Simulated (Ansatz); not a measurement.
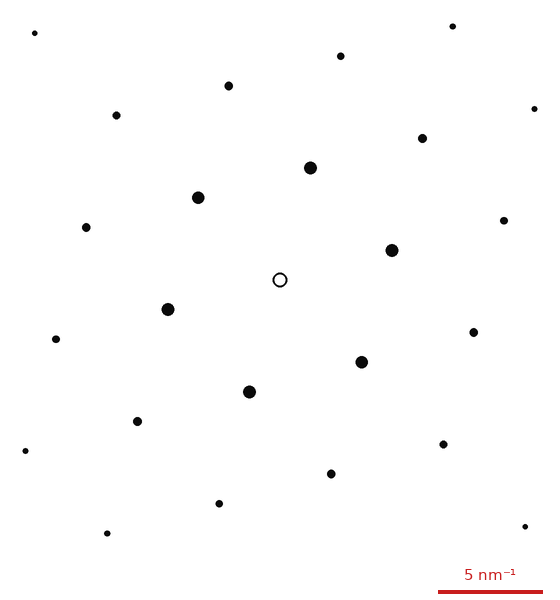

Simulated selected-area electron diffraction pattern (200 kV, kinematic approximation, thin crystal, B = 0.8 Å² for all atoms).

It belongs to Y, space group Fm-3m (No. 225), a = 5.06 Å. Structure: the geometry relaxed with DFT PBE, scalar-relativistic, plane waves, PAW (Ansatz 0.2.0); the starting structure was generated, so it need not be a known form of this composition.

```json
{"atom": "Y", "site": "4b", "symmetry": "m-3m", "x": "0.5000", "y": "0.0000", "z": "0.0000"}
```

> Measure the pattern against the scale bar and name the zone.

The spots form a hexagonal net with both shortest vectors at d = 1.79 Å, 60.0° apart. They index as -2 2 0 and -2 0 2, so the zone axis is [111] (or an equivalent direction of <111>).
